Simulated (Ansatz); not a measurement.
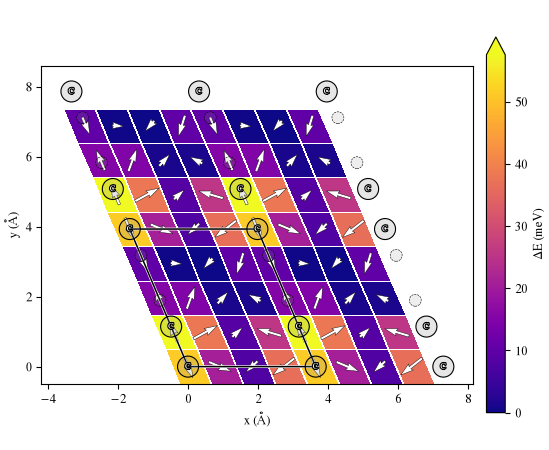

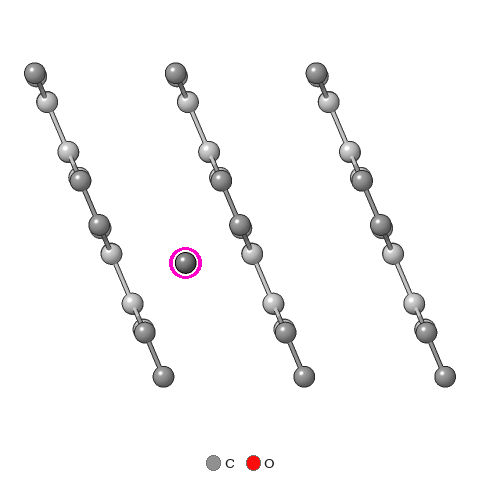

Energy landscape of CO on a C(110) slab cut from the R-3m phase, its upper half relaxed before the scan (40 atoms of substrate and one adsorbate in a 2 × 2 cell). CO (O end down) is moved over the surface cell at a fixed height above a rigid substrate; the origin of the map has the adsorbate above C33; the height is held at 3.00 Å. Places are given modulo a cell vector. The map is drawn in real space over the plane of the surface. The scan uses a 4 × 4 grid. Places are given in fractions of the 1 × 1 surface cell. All energies are given in meV relative to the lowest grid point. At a fixed height the lowest place need not be the adsorption site. Theory: DFT PBE+D3(BJ), scalar-relativistic, plane waves, PAW in Ansatz. Settings: cutoff 420 eV, k-mesh 4×4×1, gaussian smearing 0.05 eV, no spin polarisation.

In the figure: one coloured cell a grid point, arrows along the force (downhill), their lengths compressed, labelled circles for the atoms of the top layer and small ones for the second layer, the outline of one cell of the 2 × 2 shown, one colour for all values above the top of the scale. The second picture is the structure at the lowest point; rings mark the moved atoms.

**Describe this landscape.**

The lowest grid point is at (2/4, 3/4) of the cell vectors. The highest grid point, (0/4, 1/4) of the cell vectors, lies 57.5 meV above the lowest.

Time for the 16 points that were run: 26 min on 4 threads of Arm Neoverse N1, on a shared host.

PAW datasets: the set soft_1.
